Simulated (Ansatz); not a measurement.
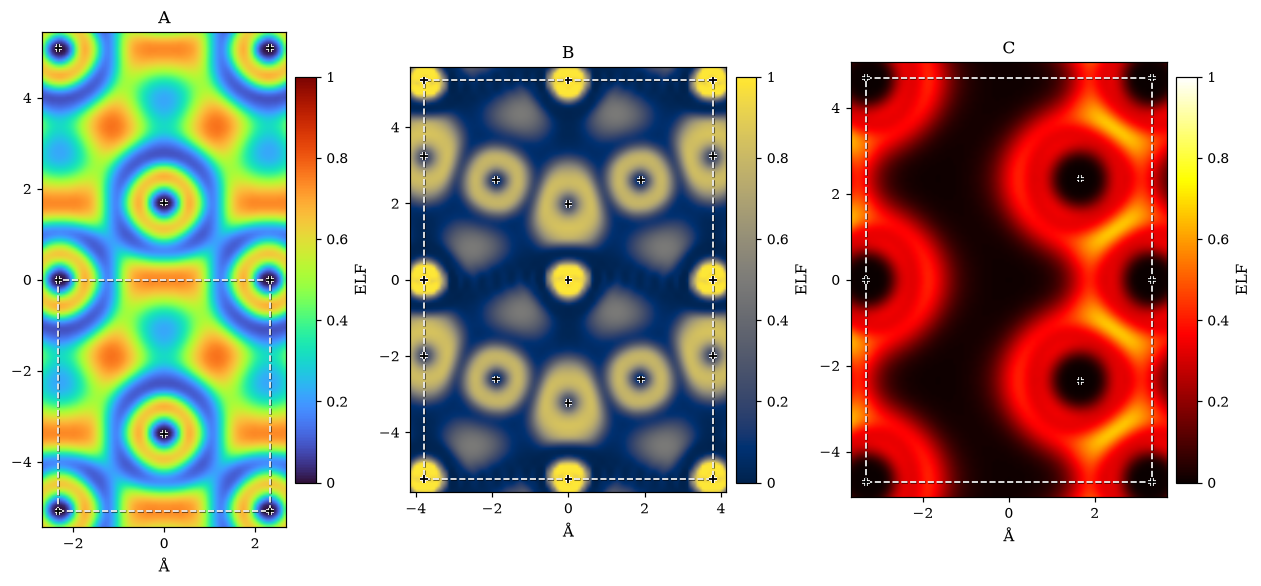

The electron localisation function of 3 systems, each on a plane through atoms (crosses mark nuclei in the plane).

Method: DFT PBE, scalar-relativistic, plane waves, PAW (Ansatz).

System 1: LiNbO₃, the (101) plane of the calculation cell. Space group R-3c; a structure from a database of computed crystals, not necessarily the ambient phase.

```xyz
40
Lattice="-5.2230 -3.0155 4.5983 5.2230 -3.0155 4.5983 0.0000 6.0310 4.5983" Properties=species:S:1:pos:R:3 pbc="T T T"
Li    0.0000    0.0000    3.4487
Li    0.0000   -3.0155    8.0470
Li   -2.6115    1.5078    8.0470
Li    2.6115    1.5078    8.0470
Li    0.0000    0.0000   10.3461
Li    0.0000    3.0155    5.7479
Li    2.6115   -1.5078    5.7479
Li   -2.6115   -1.5078    5.7479
Nb    0.0000    0.0000    6.8974
Nb    0.0000    3.0155    2.2991
Nb    2.6115   -1.5078    2.2991
Nb   -2.6115   -1.5078    2.2991
Nb    2.6115    1.5078    4.5983
Nb   -2.6115    1.5078    4.5983
Nb    0.0000   -3.0155    4.5983
Nb    0.0000    0.0000    0.0000
O    -0.6248   -1.5078    5.7479
O     4.5982   -1.5078    5.7479
O     1.9867    3.0155    5.7479
O     1.9867    0.0000   10.3461
O    -0.9934    1.2949    5.7479
O    -0.9934   -1.7206   10.3461
O    -3.6049   -3.2283    5.7479
O     1.6181   -3.2283    5.7479
O     0.6248    1.5078    8.0470
O    -4.5982    1.5078    8.0470
O    -1.9867   -3.0155    8.0470
O    -1.9867    0.0000    3.4487
O    -1.6181   -0.2128    8.0470
O     3.6049   -0.2128    8.0470
O     0.9934   -1.7206    3.4487
O     0.9934   -4.7361    8.0470
O     0.9934   -1.2949    8.0470
O     0.9934    1.7206    3.4487
O     3.6049    3.2283    8.0470
O    -1.6181    3.2283    8.0470
O     1.6181    0.2128    5.7479
O    -3.6049    0.2128    5.7479
O    -0.9934    1.7206   10.3461
O    -0.9934    4.7361    5.7479
```

System 2: Ti, the (110) plane of the conventional cell. Space group P6₃/mmc; computed without spin polarisation.

```
Ti
1.0
     2.93858    0.00000    0.00000
    -1.46929    2.54489    0.00000
     0.00000    0.00000    4.65043
Ti
2
Direct
  0.33333 0.66667 0.25000
  0.66667 0.33333 0.75000
```

System 3: Sn, the (110) plane of the conventional cell. Space group Fd-3m.

> Match each panel to its system.

Panel A is system 2, Ti: the plane holds Ti. Ti–Ti (2.88 Å): the ELF is about 0.20 at the midpoint (no localised pair shows between them). Panel B is system 1, LiNbO₃: the plane holds Li, Nb and O. Li–O (1.99 Å): the ELF peaks at about 0.85 in the valence shell of O, 0.6 Å from its nucleus, and falls to about 0 next to Li: a largely ionic contact. Panel C is system 3, Sn: the plane holds Sn. Sn–Sn (2.88 Å): the ELF peaks at about 0.65 between the atoms.
